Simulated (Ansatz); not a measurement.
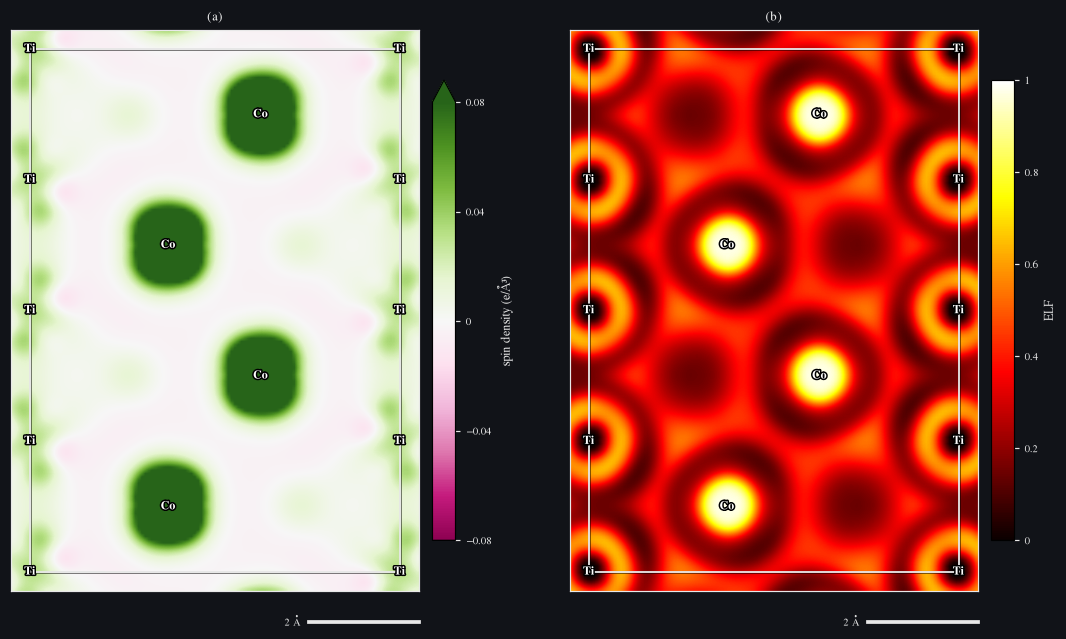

Figure 1: Ti2Co. (a) magnetisation density (up minus down); (b) ELF on the (110) plane of the conventional cell.

Space group Fd-3m; computed pressure about 16 GPa in this cell; spin-polarised.

All numbers below come from DFT PBEsol, scalar-relativistic, plane waves, PAW in Ansatz 0.2.0.

The density is the valence pseudo-density of a PAW calculation; it isn't the true density close to the nuclei.

Q: Read the bonding off the picture.

A: The section cuts through Ti and Co sites. Ti–Ti (2.38 Å): the ELF is about 0.15 at the midpoint: no localised pair shows between them. Ti–Co (2.79 Å): the ELF is about 0.30 at the midpoint. Co–Co (2.91 Å): the ELF is about 0.35 at the midpoint. The features right at Ti and Co lie inside the PAW spheres, where the map follows smoothed inner orbitals and isn't to be read closely. The spin density sits on Co: +0.5 μB (×8) in one cell of 24 atoms: parallel main moments (a ferromagnetic arrangement) in this solution. The cell of the calculation (6 atoms) carries 1.1 μB of net spin moment.

Q: Does the calculation give a band gap?

A: It is metallic or semimetallic at this level of theory: no gap opens.
